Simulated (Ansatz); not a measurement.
**Ge: geometry relaxation (part 2 of 2)**

Ge (P6₃/mmc, 4 atoms in the cell); DFT, HSE06, plane waves, PAW, no spin polarisation (Ansatz 0.2.0); cutoff 420 eV, 6×6×2 k-mesh, Fermi–Dirac smearing of 0.02 eV. The structure was built on a prototype by a generator. The geometry comes from this level: r2SCAN.

Geometry of the input (Å; fractional positions):
```
3.9976  0.0000  0.0000
-1.9988  3.4620  0.0000
0.0000  0.0000  6.5928
Ge 0.3333  0.6667  0.0004
Ge 0.6667  0.3333  0.5004
Ge 0.3333  0.6667  0.3746
Ge 0.6667  0.3333  0.8746
```

What the program printed, continued:
```
relax step   3: F+E_penalty+E_count = -17183.34943609 eV  Δ(F+E_penalty+E_count) = -3.638e-4 eV  max|allowed force component| = 4.535e-3 eV/Å  Δτ_max = 0.0023 Å  P = +0.014 GPa  Ω = 91.688 Å³  energy of the carried Pulay correction = -8.343e-5 eV  (14 SCF iters, accepted)
Exchange kernel: α = 0.2500, screened, ω = 0.2079 Å⁻¹, Wigner–Seitz truncation, v(0) = 1032.2749 eV·Å³, q-mesh 6×6×2, nearest image of the exchange supercell L = 13.18 Å, pair-density grid 20×20×32, without the augmentation charges, whose exchange is taken in its separable form by FFT convolution over the k-point mesh (sized by the pseudopotential files, 24×24×45 at the most), smooth part of the exact exchange by density-matrix convolution
Frozen-core exchange: fock
preconditioner: auto → none  [insulator: Δε(μ)=0.328 eV  Ē_g=26.229 eV  σ=0.020 eV  W_gap=1.00  n_scr=22 (ndim 8)  ℏωp=29.0 eV  f_vac=0.071  D(μ)=0.00/eV (n_scr^D=0)]
SCF 11 converged in 6 iterations: F = -17183.349533 eV  dr2 = 2.47e-11
  Residual-converged pass: ⟨swp⟩=3.1  Hψ=974  notcnv=0  max |occ|·‖R‖ = 1.3e-7 eV (tolerance 1.3e-7 eV)  dr2=2.35e-11  dr2_onsite=1.86e-12  max |Δocc| = 1.6e-15
hybrid outer 1: dexx = +4.364e-8 eV, tail = 4.34e-8 eV
Exchange kernel: α = 0.2500, screened, ω = 0.2079 Å⁻¹, Wigner–Seitz truncation, v(0) = 1032.2749 eV·Å³, q-mesh 6×6×2, nearest image of the exchange supercell L = 13.18 Å, pair-density grid 20×20×32, without the augmentation charges, whose exchange is taken in its separable form by FFT convolution over the k-point mesh (sized by the pseudopotential files, 24×24×45 at the most), smooth part of the exact exchange by density-matrix convolution
Frozen-core exchange: fock
preconditioner: auto → none  [insulator: Δε(μ)=0.327 eV  Ē_g=25.708 eV  σ=0.020 eV  W_gap=1.00  n_scr=22 (ndim 8)  ℏωp=29.0 eV  f_vac=0.071  D(μ)=0.00/eV (n_scr^D=0)]
SCF 12 converged in 4 iterations: F = -17183.349533 eV  dr2 = 1.48e-11
  Residual-converged pass: ⟨swp⟩=3.0  Hψ=1000  notcnv=0  max |occ|·‖R‖ = 1.3e-7 eV (tolerance 1.3e-7 eV)  dr2=1.47e-11  dr2_onsite=3.84e-14  max |Δocc| = 1.3e-15
hybrid outer 2: dexx = +4.262e-9 eV, tail = 4.13e-8 eV, Δε = 1.01e-4 eV (about 8.10e-7 eV left of the loop's levels), ΔF = 4.29e-5 eV/Å (tail 4.07e-5)
Exchange kernel: α = 0.2500, screened, ω = 0.2079 Å⁻¹, Wigner–Seitz truncation, v(0) = 1032.2749 eV·Å³, q-mesh 6×6×2, nearest image of the exchange supercell L = 13.18 Å, pair-density grid 20×20×32, without the augmentation charges, whose exchange is taken in its separable form by FFT convolution over the k-point mesh (sized by the pseudopotential files, 24×24×45 at the most), smooth part of the exact exchange by density-matrix convolution
Frozen-core exchange: fock
SCF iter   1: F=—  HF=-17183.349533 eV  |F-HF|=—  |Δ(HF+E_count)|=         —  Δρ=1.14e-7  dr2=1.71e-11  ethr=1.00e-12  ⟨swp⟩=13.8  Hψ=1560  notcnv=0
preconditioner: auto → none  [insulator: Δε(μ)=0.327 eV  Ē_g=25.704 eV  σ=0.020 eV  W_gap=1.00  n_scr=22 (ndim 8)  ℏωp=29.0 eV  f_vac=0.071  D(μ)=0.00/eV (n_scr^D=0)]
SCF iter   2: F=-17183.349533 eV  HF=-17183.349533 eV  |F-HF|=1.82e-11  |Δ(HF+E_count)|=  7.28e-12  Δρ=4.73e-8  dr2=8.30e-13  ethr=1.00e-12  ⟨swp⟩=2.1  Hψ=872  notcnv=0
SCF 13 converged in 2 iterations: F = -17183.349533 eV  dr2 = 8.30e-13
  Residual-converged pass: ⟨swp⟩=3.0  Hψ=909  notcnv=0  max |occ|·‖R‖ = 1.2e-7 eV (tolerance 1.3e-7 eV)  dr2=8.25e-13  dr2_onsite=9.63e-14  max |Δocc| = 8.9e-16
hybrid outer 3: dexx = +5.116e-13 eV, tail = 2.07e-12 eV, Δε = 9.67e-7 eV (about 2.14e-7 eV left of the loop's levels), ΔF = 4.91e-7 eV/Å (tail 1.04e-5)
relax step   4: F+E_penalty+E_count = -17183.34953302 eV  Δ(F+E_penalty+E_count) = -9.692e-5 eV  max|allowed force component| = 4.533e-3 eV/Å  Δτ_max = 0.0000 Å  P = +0.013 GPa  Ω = 91.688 Å³  stress off target by 1.75e-2 GPa  SCF on the basis re-selected at this cell (its energy is not comparable with the rows above)  (12 SCF iters)
```

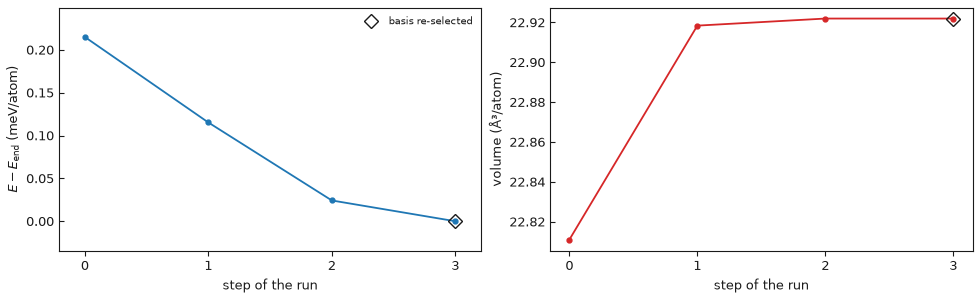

Figure 1. Progress of the relaxation, step by step (the first geometry is step 0 here and step 1 in the log). No atom moves by more than 0.005 Å relative to the cell. The volume changes by +0.5 %, with a = b 3.998 → 4.008 Å (+0.3 %), c 6.593 → 6.589 Å (−0.1 %). Distances before and after: Ge1–Ge4 2.452 → 2.457 Å. The space group stays P6_3/mmc (No. 194). After 2 geometry steps the energy has fallen by 0.2 meV per atom. The largest force component goes from 0.0065 to 0.0045 eV/Å. Pressure: 0.37 GPa at the start and 0.01 GPa at the end. A last SCF at the same geometry on a re-selected plane-wave basis shifts the energy by next to nothing (0.0 meV per atom). (Atoms are counted from 1 in the order of the input.)

```
basis re-selected at this cell: Δ(F+E_penalty+E_count) = -9.692e-5 eV, ΔP = -0.001 GPa vs the last step (what re-selecting the basis moved, of the pressure what is left beyond the Pulay correction that the steps carried, after the strain that the cell walked since its last selection, with what the two solves' SCF thresholds leave and, on support functions, any second-order correction that the steps lacked; it is no measure of the basis error at this ecutwfc). This SCF's stress stands 1.75e-2 GPa from its target on what of the cell is left free (relax.cell.stress_tol is 5.00e-2 GPa) and its largest allowed force component is 4.53e-3 eV/Å (relax.f_tol is 5.00e-3 eV/Å): within both
hybrid SCF converged: 3 outer / 12 inner (+0 warm-up), last move |dexx| = 5.12e-13 eV, tail = 2.07e-12 eV
Stability not checked: this state was not tested for a lower state beside it, because the functional holds exact exchange (a hybrid, or Hartree-Fock), whose exchange loop this test does not read (fock_operator; see scf.lower_state_search)
Free energy (F): -17183.349533 eV
Frozen-core exchange: fock
Harris-Foulkes:  -17183.349533 eV  (|F-HF|=1.82e-11)
Internal energy: -17183.349529 eV  (E = F + TS)
E sigma→0 (E₀):  -17183.349531 eV
Entropy (-TS):   -0.000004 eV (-0.001 meV/atom)
Fermi energy:    8.443151 eV
--- Per-component energies (eV) ---
  E_band       = -756.844309
  E_kinetic    = 441.795356
  E_local      = -9941.236271  (includes V_loc(G=0)·N_el)
  E_nonlocal   = 1678.459474
  E_hartree    = 4370.372221
  E_xc         = -243.103270
  E_vxc        = -207.349551  (∫ρ·V_xc dr)
  E_exx        = -217.984241  (= α·E_x^exact, valence–valence)
  E_paw        = -7925.646678  (= ΣΔE_a)
  E_vpaw       = -1033.290645  (= ΣTr[D̂ρ^β])
  E_aug_tail   = 0.001374  (compensation charges beyond the density's cutoff)
  E_ewald      = -5344.545999
  E_core_change = -1.461495  (= ΣΔE_core)
  E_smearing   = -0.000004  (= −TS)
  E_closure    = -0.000000  (closes the sum)
  Σ components = -17183.349533   (vs F -17183.349533, Δ=-3.64e-12)
--- Forces (eV/Å), atoms counted from 1 ---
  atom   1  Ge     0.00000000     0.00000000     0.00453325
  atom   2  Ge    -0.00000000    -0.00000000     0.00453325
  atom   3  Ge     0.00000000     0.00000000    -0.00453325
  atom   4  Ge    -0.00000000    -0.00000000    -0.00453325
  max |Σ_I F_I| component: 1.39e-17 eV/Å
--- Stress (GPa, compression-positive) ---
        0.017511       0.000000       0.000000
        0.000000       0.017511       0.000000
        0.000000       0.000000       0.004659
  P = ⅓ Tr σ = 0.0132 GPa (0.132 kbar)
--- Band table (eV; the first three rows and the last of 14) ---
  k-point 0: bands = ["-19.8818", "-19.8818", "-19.8499", "-19.8432", "-19.8432", "-19.8352", "-19.8182", "-19.8182", "-19.7656", "-19.7656", "-19.6438", "-19.6438", "-19.6358", "-19.6190", "-19.6145", "-19.6145", "-19.5930", "-19.5930", "-19.5678", "-19.5678", "-5.8747", "-3.5857", "-0.1378", "6.5208", "6.5208", "8.0211", "8.2729", "8.2729", "8.5995", "8.9435"]
  k-point 1: bands = ["-19.8664", "-19.8664", "-19.8664", "-19.8664", "-19.8414", "-19.8414", "-19.7904", "-19.7904", "-19.7904", "-19.7904", "-19.6286", "-19.6286", "-19.6270", "-19.6270", "-19.6270", "-19.6270", "-19.5802", "-19.5802", "-19.5802", "-19.5802", "-5.0603", "-5.0603", "3.0580", "3.0580", "7.2140", "7.2140", "7.2140", "7.2140", "9.4398", "9.4398"]
  k-point 2: bands = ["-19.8959", "-19.8864", "-19.8623", "-19.8514", "-19.8425", "-19.8185", "-19.8056", "-19.7924", "-19.7528", "-19.7481", "-19.6659", "-19.6647", "-19.6620", "-19.6265", "-19.6093", "-19.6079", "-19.5985", "-19.5876", "-19.5594", "-19.5524", "-5.5452", "-3.2409", "-0.1204", "4.4201", "5.4455", "5.9359", "7.4342", "7.7041", "9.7994", "10.4458"]
  k-point 13: bands = ["-19.8973", "-19.8973", "-19.8794", "-19.8794", "-19.8118", "-19.8118", "-19.7468", "-19.7468", "-19.7206", "-19.7206", "-19.7041", "-19.7041", "-19.6700", "-19.6700", "-19.6412", "-19.6412", "-19.5718", "-19.5718", "-19.5426", "-19.5426", "-2.4300", "-2.4300", "-0.7395", "-0.7395", "3.5190", "3.5190", "5.9915", "5.9915", "10.0367", "10.0367"]
  guard bands above this table: 4 of the run's 34 bands. The solve was not asked for them (output.publish_guard_bands: true or output.eigenvalues: true publishes all)
--- Relaxed structure (3 steps of the walk, 3 accepted, 1 SCFs on fresh bases) ---
  F+E_penalty+E_count = -17183.34953302 eV   max|allowed force component| = 4.533e-3 eV/Å   (the final SCF, on the basis selected at the relaxed cell)
  cell:  # Å, volume = 91.6878 Å³
    - [4.008415206595308, -2.8945537316473677e-11, 0.0]
    - [-2.0042076032725866, 3.4713893978418584, 0.0]
    - [0.0, 0.0, 6.589240948276801]
  atoms:
    - { symbol: Ge, position: [0.3333333333333333, 0.6666666666666666, 8.66398819760287e-5] }
    - { symbol: Ge, position: [0.6666666666666667, 0.33333333333333326, 0.500086639881976] }
    - { symbol: Ge, position: [0.3333333333333333, 0.6666666666666666, 0.374913360118024] }
    - { symbol: Ge, position: [0.6666666666666667, 0.33333333333333326, 0.874913360118024] }
```

File rho_z.tsv:
```
# z_ang	rho[e/angstrom^3]
# format = ansatz-planar-average/11
# lattice	4.008415207	-0.000000000	0.000000000
# lattice	-2.004207603	3.471389398	0.000000000
# lattice	0.000000000	0.000000000	6.589240948
# sites	4
# site	32	0.000000000	2.314259599	0.000570891
# site	32	2.004207603	1.157129799	3.295191365
# site	32	0.000000000	2.314259599	2.470394465
# site	32	2.004207603	1.157129799	5.765014939
0.000000	1.466518e0
0.146428	1.188278e0
0.292855	7.064770e-1
0.439283	3.750272e-1
0.585710	2.228924e-1
0.732138	1.572736e-1
0.878565	1.257276e-1
1.024993	1.098660e-1
1.171421	1.028176e-1
1.317848	1.032695e-1
1.464276	1.113168e-1
1.610703	1.285668e-1
1.757131	1.630295e-1
1.903558	2.354779e-1
2.049986	4.048726e-1
2.196414	7.625562e-1
2.342841	1.243873e0
2.489269	1.467284e0
2.635696	1.225504e0
2.782124	8.742898e-1
2.928552	8.046704e-1
3.074979	1.079318e0
3.221407	1.421563e0
3.367834	1.381317e0
3.514262	9.436573e-1
3.660689	5.136896e-1
3.807117	2.826134e-1
3.953545	1.838161e-1
4.099972	1.387425e-1
4.246400	1.164955e-1
4.392827	1.053469e-1
4.539255	1.021486e-1
4.685682	1.062867e-1
4.832110	1.185253e-1
4.978538	1.427797e-1
5.124965	1.921639e-1
5.271393	3.021130e-1
5.417820	5.567900e-1
5.564248	1.006172e0
5.710675	1.414384e0
5.857103	1.392056e0
6.003531	1.032160e0
6.149958	7.927346e-1
6.296386	9.077633e-1
6.442813	1.272356e0
```

File v_z.tsv:
```
# z_ang	v_es[eV]	v_tot[eV]
# format = ansatz-planar-average/11
# xc	hse06
# density_cutoff_ev	1680
# datasets	Ge=:simpson_from_first_knot:soft:fock:shift=0
# lattice	4.008415207	-0.000000000	0.000000000
# lattice	-2.004207603	3.471389398	0.000000000
# lattice	0.000000000	0.000000000	6.589240948
# sites	4
# site	32	0.000000000	2.314259599	0.000570891
# site	32	2.004207603	1.157129799	3.295191365
# site	32	0.000000000	2.314259599	2.470394465
# site	32	2.004207603	1.157129799	5.765014939
0.000000	5.522590e-1	-8.555543e0
0.146428	1.777629e0	-6.948421e0
0.292855	3.059855e0	-5.183321e0
0.439283	4.473634e0	-3.206114e0
0.585710	6.006065e0	-1.076004e0
0.732138	7.593856e0	1.016764e0
0.878565	8.995248e0	2.791383e0
1.024993	9.884730e0	3.858394e0
1.171421	1.026625e1	4.258816e0
1.317848	1.024153e1	4.234596e0
1.464276	9.804510e0	3.767843e0
1.610703	8.843629e0	2.601944e0
1.757131	7.398020e0	7.648689e-1
1.903558	5.809370e0	-1.344629e0
2.049986	4.289593e0	-3.464503e0
2.196414	2.893227e0	-5.414937e0
2.342841	1.622631e0	-7.157189e0
2.489269	4.046526e-1	-8.742769e0
2.635696	-6.104056e-1	-1.001229e1
2.782124	-1.170552e0	-1.073378e1
2.928552	-1.255995e0	-1.085050e1
3.074979	-8.788485e-1	-1.035174e1
3.221407	-1.742451e-2	-9.272798e0
3.367834	1.159843e0	-7.771192e0
3.514262	2.405948e0	-6.089610e0
3.660689	3.749363e0	-4.221554e0
3.807117	5.227432e0	-2.149858e0
3.953545	6.801731e0	-1.144333e-2
4.099972	8.342328e0	1.970265e0
4.246400	9.512362e0	3.425501e0
4.392827	1.012945e1	4.121698e0
4.539255	1.030330e1	4.294649e0
4.685682	1.007899e1	4.069207e0
4.832110	9.396893e0	3.286204e0
4.978538	8.162127e0	1.741804e0
5.124965	6.602027e0	-2.752940e-1
5.271393	5.036477e0	-2.416612e0
5.417820	3.573553e0	-4.467277e0
5.564248	2.247093e0	-6.308277e0
5.710675	1.006393e0	-7.971549e0
5.857103	-1.487624e-1	-9.436600e0
6.003531	-9.526328e-1	-1.044660e1
6.149958	-1.270132e0	-1.087012e1
6.296386	-1.127440e0	-1.067591e1
6.442813	-5.055368e-1	-9.881118e0
```

Trajectory as extended XYZ (Å, eV, eV/Å), 4 frames, from step=1 to step=4:
```
4
Lattice="3.9976 0.0000 0.0000 -1.9988 3.4620 0.0000 0.0000 0.0000 6.5928" Properties=species:S:1:pos:R:3:forces:R:3 step=1 energy=-17183.34867 pressure_GPa=0.37
Ge    0.0000    2.3080    0.0024    0.0000   0.0000  -0.0065
Ge    1.9988    1.1540    3.2988    0.0000   0.0000  -0.0065
Ge    0.0000    2.3080    2.4699    0.0000   0.0000   0.0065
Ge    1.9988    1.1540    5.7663    0.0000   0.0000   0.0065
4
Lattice="4.0123 0.0000 0.0000 -2.0061 3.4747 0.0000 0.0000 0.0000 6.5756" Properties=species:S:1:pos:R:3:forces:R:3 step=2 energy=-17183.34907 pressure_GPa=0.03
Ge    0.0000    2.3165   -0.0018    0.0000   0.0000   0.0300
Ge    2.0061    1.1582    3.2860    0.0000   0.0000   0.0300
Ge    0.0000    2.3165    2.4676    0.0000   0.0000  -0.0300
Ge    2.0061    1.1582    5.7554    0.0000   0.0000  -0.0300
4
Lattice="4.0084 0.0000 0.0000 -2.0042 3.4714 0.0000 0.0000 0.0000 6.5892" Properties=species:S:1:pos:R:3:forces:R:3 step=3 energy=-17183.34944 pressure_GPa=0.01
Ge    0.0000    2.3143    0.0006    0.0000   0.0000   0.0045
Ge    2.0042    1.1571    3.2952    0.0000   0.0000   0.0045
Ge    0.0000    2.3143    2.4704    0.0000   0.0000  -0.0045
Ge    2.0042    1.1571    5.7650    0.0000   0.0000  -0.0045
4
Lattice="4.0084 0.0000 0.0000 -2.0042 3.4714 0.0000 0.0000 0.0000 6.5892" Properties=species:S:1:pos:R:3:forces:R:3 step=4 energy=-17183.34953 pressure_GPa=0.01
Ge    0.0000    2.3143    0.0006    0.0000   0.0000   0.0045
Ge    2.0042    1.1571    3.2952    0.0000   0.0000   0.0045
Ge    0.0000    2.3143    2.4704    0.0000   0.0000  -0.0045
Ge    2.0042    1.1571    5.7650    0.0000   0.0000  -0.0045
```

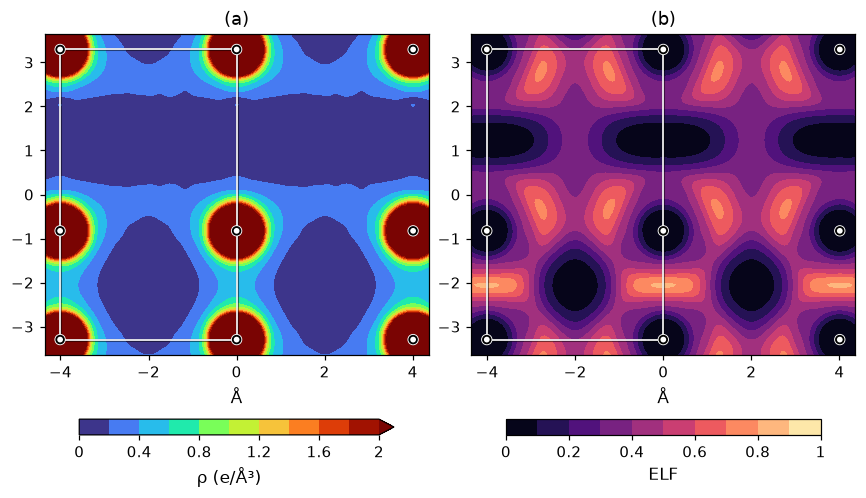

Figure 2. (a) valence electron density; (b) electron localisation function on the (010) plane of the conventional cell. Circles mark the nuclei in the plane (Ge). Atoms in the plane: Ge. The density dies away to nearly zero in the voids. The fields are those of the smooth PAW valence density.

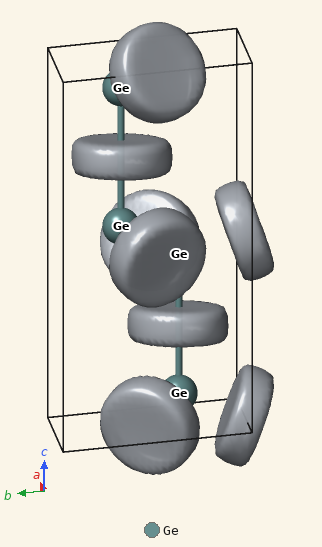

Figure 3. Isosurface of the ELF at 0.55 (grey), seen at an oblique angle. Core shells and regions of very low density are left out. Sticks mark near contacts. The outline is the cell set on symmetry axes. The ELF exceeds this value in eight regions between bonded Ge–Ge atoms (shared pairs), counted in one cell of 4 atoms. Profiles from the grid: Ge–Ge (2.46 Å): the ELF peaks at about 0.80 between the atoms (localised, shared-pair bonding).

Summary:

| quantity | value |
| --- | --- |
| outcome | converged |
| space group (tolerance 0.01 Å) | P6₃/mmc (194) |
| electrons treated | 56 |
| free energy | −17183.3495 eV |
| Fermi energy | 8.443 eV |
| band gap | 0.33 eV |
| pressure | 0.01 GPa |
| final volume | 91.69 Å³ |
| largest force (length of the vector) at the end | 0.005 eV/Å |
| final cell | a = 4.008 Å, b = 4.008 Å, c = 6.589 Å, α = 90.00°, β = 90.00°, γ = 120.00° |
| wall time | 1.8 min (CPU time 3.4 min) |
| peak memory | 1.3 GiB |
